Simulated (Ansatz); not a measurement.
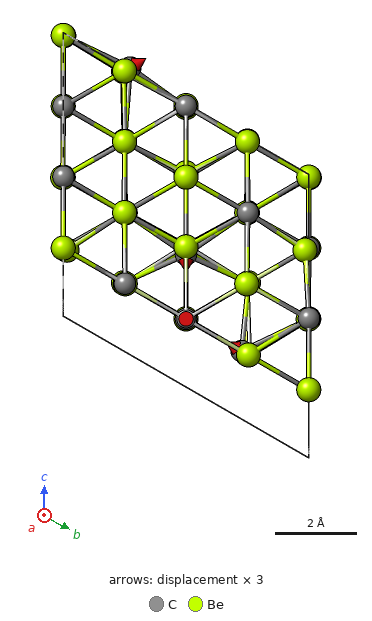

A relaxation of a defect cell of composition Be$_{31}$C$_{17}$ (cell charge +1). The starting structure is drawn faded, the final one solid; red arrows show the displacements, 3 times their true length.

Style: ball-and-stick. Shown: the cell of the calculation (origin shifted), along the a axis.

Case: C on a Be site (c), charge +1, atoms relaxed at the host's cell.

Level of theory: DFT PBE, scalar-relativistic, plane waves, PAW in Ansatz. Set-up: plane-wave cutoff 420 eV; k-point mesh 2 × 2 × 2; occupations gaussian; smearing width 0.01 eV; mesh shifted by (0.5, 0.5, 0.5); collinear spin; atoms relaxed in a fixed cell; force threshold 0.025 eV/Å; at most 45 steps.

### What happened in the run?

The largest moves, 0.25 Å, are those of C atoms. By element the largest moves are C 0.25 Å, Be 0.04 Å. The cell stays as it was. Near-neighbour distances that change, for instance: Be–C 1.874 → 2.162 Å, C–C 1.947 → 1.701 Å, Be–C 1.838 → 1.921 Å, Be–C 1.901 → 1.849 Å. Among the angles between lasting bonds that change: C–Be–C 113.5° → 97.4°, C–Be–C 108.6° → 114.7°, C–Be–C 108.5° → 111.7°. The energy falls by 0.766 eV per cell of the calculation in 6 geometry steps. Largest force component: 0.95 eV/Å at the start, 0.0095 eV/Å at the end. The run took 64 s on 4 threads of Arm Neoverse V1, on a shared host, peak memory 1 GiB.

Limits of the set-up: the k-point mesh is coarse for a cell with partly filled bands; the periodic images lie only 7.5 Å apart, so the values are limited by the cell's size; the cell is charged, on a uniform background, and energies carry no finite-size correction.
